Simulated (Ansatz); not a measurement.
**FeSi32 (cell charge +1, with a compensating background) (cell with a defect): density, localisation and related maps**

Input file:

```
crystal:
  lattice:
    - [-5.4700937642, 5.4700937642, -5.4700937642]
    - [5.4700937642, -5.4700937642, -5.4700937642]
    - [-5.4700937642, -5.4700937642, 5.4700937642]
  atoms:
    - { symbol: Si, position: [0.5, 0.0, 0.25] }
    - { symbol: Si, position: [0.25, 0.0, 0.5] }
    - { symbol: Si, position: [0.0, 0.0, 0.75] }
    - { symbol: Si, position: [0.75, 0.75, 0.25] }
    - { symbol: Si, position: [0.75, 0.0, 0.0] }
    - { symbol: Si, position: [0.5, 0.75, 0.5] }
    - { symbol: Si, position: [0.25, 0.75, 0.75] }
    - { symbol: Si, position: [0.0, 0.5, 0.25] }
    - { symbol: Si, position: [0.0, 0.75, 0.0] }
    - { symbol: Si, position: [0.75, 0.5, 0.5] }
    - { symbol: Si, position: [0.5, 0.5, 0.75] }
    - { symbol: Si, position: [0.25, 0.25, 0.25] }
    - { symbol: Si, position: [0.25, 0.5, 0.0] }
    - { symbol: Si, position: [0.0, 0.25, 0.5] }
    - { symbol: Si, position: [0.75, 0.25, 0.75] }
    - { symbol: Si, position: [0.5, 0.25, 0.0] }
    - { symbol: Si, position: [0.75, 0.25, 0.5] }
    - { symbol: Si, position: [0.5, 0.25, 0.75] }
    - { symbol: Si, position: [0.25, 0.25, 0.0] }
    - { symbol: Si, position: [0.0, 0.0, 0.5] }
    - { symbol: Si, position: [0.0, 0.25, 0.25] }
    - { symbol: Si, position: [0.75, 0.0, 0.75] }
    - { symbol: Si, position: [0.5, 0.0, 0.0] }
    - { symbol: Si, position: [0.25, 0.75, 0.5] }
    - { symbol: Si, position: [0.25, 0.0, 0.25] }
    - { symbol: Si, position: [0.0, 0.75, 0.75] }
    - { symbol: Si, position: [0.75, 0.75, 0.0] }
    - { symbol: Si, position: [0.5, 0.5, 0.5] }
    - { symbol: Si, position: [0.5, 0.75, 0.25] }
    - { symbol: Si, position: [0.25, 0.5, 0.75] }
    - { symbol: Si, position: [0.0, 0.5, 0.0] }
    - { symbol: Si, position: [0.75, 0.5, 0.25] }
    - { symbol: Fe, position: [-0.0126019475, 0.0031671648, -0.0089547886], spin: 4.0 }
total_charge: 1
basis:
  ecutwfc: 420
  xc_grid: 2
kpoints:
  mp_grid: { grid: [2, 2, 2], shift: [0.5, 0.5, 0.5] }
hamiltonian:
  xc: pbe
scf:
  occupations: { method: gaussian, width: 0.02 }
output:
  forces: true
  stress: false
  eigenvalues: true
  populations: true
  write_density: true
  write_potential: true
  elf: true
  volumetric_format: npy
magnetization:
  spin_polarized: true
relax:
  adjacent_minimum: "off"
  f_tol: 0.02
  max_steps: 60
```

Command:

```sh
ansatz run input.yaml --threads 4 --pin off --max-ram 10240MiB --backend cpu --events-out ev --progress --plain --runs-dir out
```

The fields are those of the relaxed geometry.

Spin-polarised.

These are results of DFT PBE, scalar-relativistic, plane waves, PAW (Ansatz), not measurements.

Core electrons are frozen (PAW), and the valence fields are smoothed inside the atomic spheres.

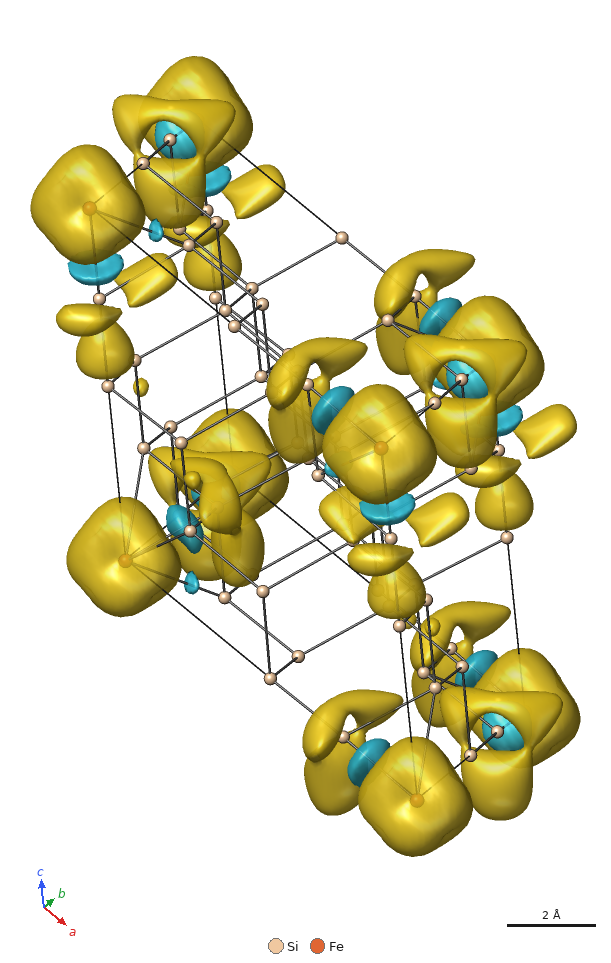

Figure 1. Isosurfaces of the spin density at +0.01 (yellow) and −0.01 e/Å³ (cyan), seen slightly off an axis. Sticks mark near contacts.

**Describe the spin distribution.**

The spin density sits on Fe: +2.3 μB in one cell of 33 atoms: a single local moment. The cell of the calculation (33 atoms) carries 3.0 μB of net spin moment.

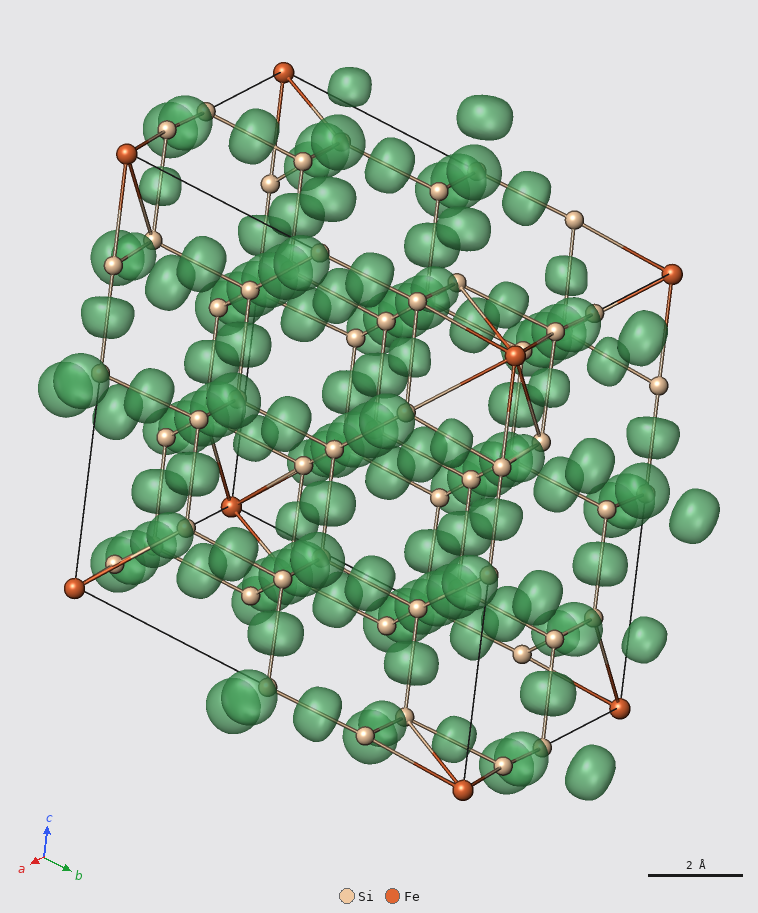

Figure 2. Isosurface of the ELF at 0.85 (green), seen slightly off an axis. Only the valence region is drawn (cores and ρ < 0.01 e/Å³ removed). Sticks mark near contacts.

**Where are the electrons localised?**

At this value the surface marks out 64 regions between bonded Si–Si atoms (shared pairs), counted in one cell of 33 atoms. Any copies at cell faces, edges or corners count once. Along the contacts the grid gives the following. Si–Si (2.35 Å): the ELF peaks at about 0.95 between the atoms. Fe–Si (2.42 Å): the ELF peaks at about 0.60 in the valence shell of Si, 0.9 Å from its nucleus, and is about 0.40 at the midpoint.
